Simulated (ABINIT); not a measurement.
WC: phonon calculation (part 1 of 2)

System: WC (2 atoms in the cell).
Method: Kohn-Sham DFT of a periodic cell, LDA, PseudoDojo NC SR LDA v0.4.1 standard, no spin polarisation (ABINIT 10.8.3).

The structure derives from an entry of the Crystallography Open Database.

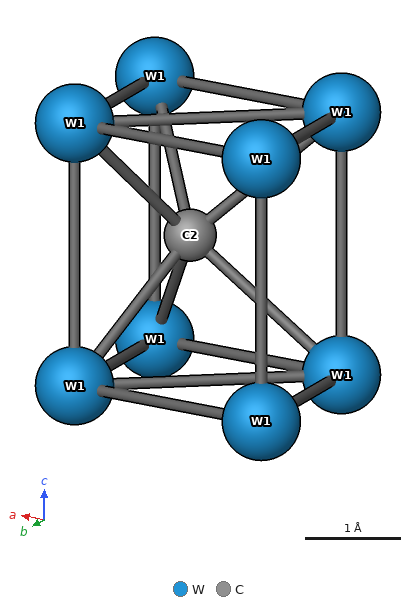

**Figure 1.** The structure as given in the input (ball-and-stick view of the cell of the calculation, seen at an oblique angle; atoms are numbered from 1 in the order of the input). An atom can appear more than once, as a periodic image.

**Input**
```
ndtset 2

pp_dirpath "./"
pseudos "W.upf, C.upf"

acell 3*1.0
rprim
     5.4484801133     0.0000000000     0.0000000000
    -2.7242400661     4.7185221861     0.0000000000
     0.0000000000     0.0000000000     5.3085246910
ntypat 2
znucl 74 6
natom 2
typat 1 2
chkprim 0
chksymtnons 0
tolsym 1.0e-6
xred
            0.0            0.0            0.0
            2/3            1/3            1/2

ecut 41.0
ecutsm 0.5

ngkpt 8 8 8
nshiftk 1
shiftk 0.0 0.0 0.5

ixc 7

nband 17
occopt 3
tsmear 0.00183747

nstep 80

prteig 0
prtebands 0
prtwf 0
prtden 0
prtpot 0

kptopt1 1
tolvrs1 1.0e-15
prtwf1 1
tolwfr1 1.0e-14
nbdbuf1 4
nline1 6

rfphon2 1
rfatpol2 1 2
rfdir2 1 1 1
getwfk2 1
kptopt2 2
nqpt2 1
qpt2 0.0 0.0 0.0
tolvrs2 1.0e-8
```

**File mrgddb.in**
```
merged_DDB
WC
2
runo_DS1_DDB
runo_DS2_DDB
```

**File anaddb.abi**
```
ddb_filepath "merged_DDB"
output_file "anaddb.abo"
outdata_prefix "ana"
asr 2
chneut 0
dipdip 0
dieflag 0
enunit 0
eivec 1
nph1l 1
qph1l 0.0 0.0 0.0 1.0
```

Run on 4 threads of Intel Xeon (Granite Rapids), 176 GiB of memory available, shared host.

Command:
```bash
mpirun --bind-to none -np 4 abinit run.abi > log 2>&1
mrgddb < mrgddb.in > mrgddb.log 2>&1
anaddb anaddb.abi > anaddb.log 2>&1
```

**Output**
```
.Version 10.8.3 of ABINIT
 DATASET    1 : space group P-6 m 2 (#187); Bravais hP (primitive hexag.)
================================================================================
 Values of the parameters that define the memory need for DATASET  1.
     intxc =       0    ionmov =       0      iscf =       7    lmnmax =       8
     lnmax =       8     mgfft =      32  mpssoang =       4    mqgrid =    3001
     natom =       2  nloc_mem =       1    nspden =       1   nspinor =       1
    nsppol =       1      nsym =      12    n1xccc =    2501    ntypat =       2
    occopt =       3   xclevel =       1
       mpw =        1736          nfft =       32768          nkpt =          40
================================================================================
================================================================================

 DATASET    2 : space group P-6 m 2 (#187); Bravais hP (primitive hexag.)
================================================================================
 Values of the parameters that define the memory need for DATASET  2 (RF).
     intxc =       0      iscf =       7    lmnmax =       8     lnmax =       8
     mgfft =      32  mpssoang =       4    mqgrid =    3001     natom =       2
  nloc_mem =       1    nspden =       1   nspinor =       1    nsppol =       1
      nsym =      12    n1xccc =    2501    ntypat =       2    occopt =       3
   xclevel =       1
      nfft =       32768          nkpt =         256
================================================================================
================================================================================

--------------------------------------------------------------------------------
------------- Echo of variables that govern the present computation ------------
--------------------------------------------------------------------------------
 -outvars: echo values of preprocessed input variables --------
            acell      1.0000000000E+00  1.0000000000E+00  1.0000000000E+00 Bohr
              amu      1.83850000E+02  1.20110000E+01
          chkprim           0
      chksymtnons           0
             ecut      4.10000000E+01 Hartree
           ecutsm      5.00000000E-01 Hartree
           getwfk1          0
           getwfk2          1
              ixc           7
           jdtset        1    2
                       outvar_i_n : Printing only first  50 k-points.
           kptopt1          1
           kptopt2          2
         kptrlatt        8    0    0      0    8    0      0    0    8
          kptrlen      4.24681975E+01
            natom           2
            nband1         17
            nband2         17
           nbdbuf1          4
           nbdbuf2          2
           ndtset           2
            ngfft          32      32      32
             nkpt1         40
             nkpt2        256
            nline1          6
            nline2          4
             nqpt1          0
             nqpt2          1
            nstep          80
             nsym          12
           ntypat           2
                       prtocc : prtvol=0, do not print more k-points.
           occopt           3
        optdriver1          0
        optdriver2          1
           prtden           0
        prtebands           0
           prteig           0
            prtwf1          1
            prtwf2          0
           rfphon1          0
           rfphon2          1
            rprim      5.4484801133E+00  0.0000000000E+00  0.0000000000E+00
                      -2.7242400661E+00  4.7185221861E+00  0.0000000000E+00
                       0.0000000000E+00  0.0000000000E+00  5.3085246910E+00
           shiftk      0.00000000E+00  0.00000000E+00  5.00000000E-01
          spgroup         187
           tolsym      1.00000000E-06
           tolvrs1     1.00000000E-15
           tolvrs2     1.00000000E-08
           tolwfr1     1.00000000E-14
           tolwfr2     0.00000000E+00
           tsmear      1.83747000E-03 Hartree
            typat      1  2
                       outvars : Printing only first  50 k-points.
           xangst      0.0000000000E+00  0.0000000000E+00  0.0000000000E+00
                       1.4416057524E+00  8.3231146944E-01  1.4045751440E+00
            xcart      0.0000000000E+00  0.0000000000E+00  0.0000000000E+00
                       2.7242400535E+00  1.5728407287E+00  2.6542623455E+00
             xred      0.0000000000E+00  0.0000000000E+00  0.0000000000E+00
                       6.6666666667E-01  3.3333333333E-01  5.0000000000E-01
            znucl       74.00000    6.00000

================================================================================

 chkinp: Checking input parameters for consistency, jdtset=   1.

 chkinp: Checking input parameters for consistency, jdtset=   2.

================================================================================
== DATASET  1 ==================================================================

--- !DatasetInfo
iteration_state: {dtset: 1, }
dimensions: {natom: 2, nkpt: 40, mband: 17, nsppol: 1, nspinor: 1, nspden: 1, mpw: 1736, }
cutoff_energies: {ecut:  41.0, pawecutdg:  -1.0, }
electrons: {nelect:   1.80000000E+01, charge:   0.00000000E+00, occopt:   3.00000000E+00, tsmear:   1.83747000E-03, }
meta: {optdriver: 0, ionmov: 0, optcell: 0, iscf: 7, paral_kgb: 0, }
...

 Exchange-correlation functional for the present dataset will be:
  LDA: Perdew-Wang 92 LSD fit to Ceperley-Alder data - ixc=7
  J.P.Perdew and Y.Wang, PRB 45, 13244 (1992)

 Real(R)+Recip(G) space primitive vectors, cartesian coordinates (Bohr,Bohr^-1):
 R(1)=  5.4484801  0.0000000  0.0000000  G(1)=  0.1835374  0.1059654  0.0000000
 R(2)= -2.7242401  4.7185222  0.0000000  G(2)=  0.0000000  0.2119308  0.0000000
 R(3)=  0.0000000  0.0000000  5.3085247  G(3)=  0.0000000  0.0000000  0.1883763
 Unit cell volume ucvol=  1.3647566E+02 bohr^3
 Angles (23,13,12)=  9.00000000E+01  9.00000000E+01  1.20000000E+02 degrees

 getcut: wavevector=  0.0000  0.0000  0.0000  ngfft=  32  32  32
         ecut(hartree)=     41.000   => boxcut(ratio)=   2.03759

--- Pseudopotential description ------------------------------------------------
- pspini: atom type   1  psp file is ./W.upf
  74.00000  14.00000  180309                  znucl, zion, pspdat
12 -1012 3 -1 1380                            pspcod,pspxc,lmax,lloc,mmax
     nproj     2     2     2     2

- pspini: atom type   2  psp file is ./C.upf
   6.00000   4.00000  180309                  znucl, zion, pspdat
12 -1012 1 -1 1234                            pspcod,pspxc,lmax,lloc,mmax
     nproj     2     2     0     0

   2.81287878E+02                                ecore*ucvol(ha*bohr**3)
--------------------------------------------------------------------------------

================================================================================

--- !BeginCycle
iteration_state: {dtset: 1, }
solver: {iscf: 7, nstep: 80, nline: 6, wfoptalg: 0, }
tolerances: {tolwfr: 1.00E-14, tolvrs: 1.00E-15, }
...

     iter   Etot(hartree)      deltaE(h)  residm     vres2
 ETOT  1  -81.814341063153    -8.181E+01 5.952E-02 6.059E+02
 ETOT  2  -81.737794097088     7.655E-02 9.868E-05 1.036E+03
 ETOT  3  -81.976814971418    -2.390E-01 4.243E-03 3.786E-01
 ETOT  4  -81.976916577270    -1.016E-04 2.471E-06 5.818E-02
 ETOT  5  -81.976921428704    -4.851E-06 9.825E-07 1.938E-02
 ETOT  6  -81.976926348057    -4.919E-06 1.058E-07 9.442E-04
 ETOT  7  -81.976926593971    -2.459E-07 1.109E-08 1.776E-05
 ETOT  8  -81.976926598470    -4.499E-09 1.795E-10 1.585E-08
 ETOT  9  -81.976926598471    -1.208E-12 1.045E-13 4.583E-09
 ETOT 10  -81.976926598473    -1.762E-12 4.957E-14 5.546E-12
 ETOT 11  -81.976926598473     1.421E-13 7.777E-15 1.936E-13
 ETOT 12  -81.976926598473     1.421E-14 7.741E-15 1.103E-14
 ETOT 13  -81.976926598473    -4.263E-13 7.721E-15 3.885E-17

 At SCF step   13  max residual=  7.72E-15 < tolwfr=  1.00E-14 AND vres2   =  3.89E-17 < tolvrs=  1.00E-15 =>converged.

 Cartesian components of stress tensor (hartree/bohr^3)
  sigma(1 1)=  7.74644801E-06  sigma(3 2)=  0.00000000E+00
  sigma(2 2)=  7.74647383E-06  sigma(3 1)=  0.00000000E+00
  sigma(3 3)= -1.20244311E-05  sigma(2 1)=  3.02614070E-11

--- !ResultsGS
iteration_state: {dtset: 1, }
comment   : Summary of ground state results
lattice_vectors:
- [  5.4484801,   0.0000000,   0.0000000, ]
- [ -2.7242401,   4.7185222,   0.0000000, ]
- [  0.0000000,   0.0000000,   5.3085247, ]
lattice_lengths: [   5.44848,    5.44848,    5.30852, ]
lattice_angles: [ 90.000,  90.000, 120.000, ] # degrees, (23, 13, 12)
lattice_volume:   1.3647566E+02
convergence: {deltae: -4.263E-13, res2:  3.885E-17, residm:  7.721E-15, diffor: null, }
etotal    :  -8.19769266E+01
entropy   :   0.00000000E+00
fermie    :   6.48837353E-01
cartesian_stress_tensor: # hartree/bohr^3
- [  7.74644801E-06,   3.02614070E-11,   0.00000000E+00, ]
- [  3.02614070E-11,   7.74647383E-06,   0.00000000E+00, ]
- [  0.00000000E+00,   0.00000000E+00,  -1.20244311E-05, ]
pressure_GPa:  -3.4016E-02
xred      :
- [  0.0000E+00,   0.0000E+00,   0.0000E+00,  W]
- [  6.6667E-01,   3.3333E-01,   5.0000E-01,  C]
cartesian_forces: # hartree/bohr
- [ -2.53030997E-26,  -5.06756763E-35,  -0.00000000E+00, ]
- [  2.53030997E-26,   5.06756763E-35,  -0.00000000E+00, ]
force_length_stats: {min:   2.53030997E-26, max:   2.53030997E-26, mean:   2.53030997E-26, }
...

 Integrated electronic density in atomic spheres:
 ------------------------------------------------
 Atom  Sphere_radius  Integrated_density
    1        2.00000         10.25312603
    2        2.00000          4.12608368
================================================================================

 ----iterations are completed or convergence reached----

 Mean square residual over all n,k,spin=   74.308E-17; max=  77.210E-16
 reduced coordinates (array xred) for    2 atoms
       0.000000000000      0.000000000000      0.000000000000
       0.666666666667      0.333333333333      0.500000000000
 rms dE/dt=  1.6885E-25; max dE/dt=  2.7573E-25; dE/dt below (all hartree)
    1       0.000000000000      0.000000000000      0.000000000000
    2      -0.000000000000      0.000000000000      0.000000000000

 cartesian coordinates (angstrom) at end:
    1      0.00000000000000     0.00000000000000     0.00000000000000
    2      1.44160575236337     0.83231146944346     1.40457514404366

 cartesian forces (hartree/bohr) at end:
    1     -0.00000000000000    -0.00000000000000    -0.00000000000000
    2      0.00000000000000     0.00000000000000    -0.00000000000000
 frms,max,avg= 1.4608751E-26 2.5303100E-26   0.000E+00  0.000E+00  0.000E+00 h/b

 cartesian forces (eV/Angstrom) at end:
    1     -0.00000000000000    -0.00000000000000    -0.00000000000000
    2      0.00000000000000     0.00000000000000    -0.00000000000000
 frms,max,avg= 7.5121220E-25 1.3011377E-24   0.000E+00  0.000E+00  0.000E+00 e/A
 length scales=  1.000000000000  1.000000000000  1.000000000000 bohr
              =  0.529177210544  0.529177210544  0.529177210544 angstroms
 Fermi (or HOMO) energy (hartree) =   0.64884   Average Vxc (hartree)=  -0.53583
 Eigenvalues (hartree) for nkpt=  40  k points:
 kpt#   1, nband= 17, wtk=  0.00391, kpt=  0.0000  0.0000  0.0625 (reduced coord)
  -2.06585   -0.74331   -0.73775   -0.73775    0.12069    0.48527    0.52484    0.52484
   0.65388    0.75869    0.75869    0.86950    0.86950    0.89727    1.19558    1.27555
   1.27555
      occupation numbers for kpt#   1
   2.00000    2.00000    2.00000    2.00000    2.00000    2.00000    2.00000    2.00000
   0.12082    0.00000    0.00000    0.00000    0.00000    0.00000    0.00000    0.00000
   0.00000
 prteigrs : prtvol=0 or 1, do not print more k-points.

--- !EnergyTerms
iteration_state     : {dtset: 1, }
comment             : Components of total free energy in Hartree
kinetic             :  2.45402370471310E+01
hartree             :  8.58882025380160E+00
xc                  : -1.86678028376437E+01
Ewald energy        : -6.65799340118616E+01
psp_core            :  2.06108453302031E+00
local_psp           : -4.44102337244974E+01
non_local_psp       :  1.24909879103681E+01
internal            : -8.19768408296817E+01
'-kT*entropy'       : -8.57687917474152E-05
total_energy        : -8.19769265984734E+01
total_energy_eV     : -2.23070581292949E+03
band_energy         : -4.06939293561255E+00
...

 Cartesian components of stress tensor (hartree/bohr^3)
  sigma(1 1)=  7.74644801E-06  sigma(3 2)=  0.00000000E+00
  sigma(2 2)=  7.74647383E-06  sigma(3 1)=  0.00000000E+00
  sigma(3 3)= -1.20244311E-05  sigma(2 1)=  3.02614070E-11

-Cartesian components of stress tensor (GPa)         [Pressure= -3.4016E-02 GPa]
- sigma(1 1)=  2.27908369E-01  sigma(3 2)=  0.00000000E+00
- sigma(2 2)=  2.27909129E-01  sigma(3 1)=  0.00000000E+00
- sigma(3 3)= -3.53770978E-01  sigma(2 1)=  8.90321332E-07

================================================================================
== DATASET  2 ==================================================================
```
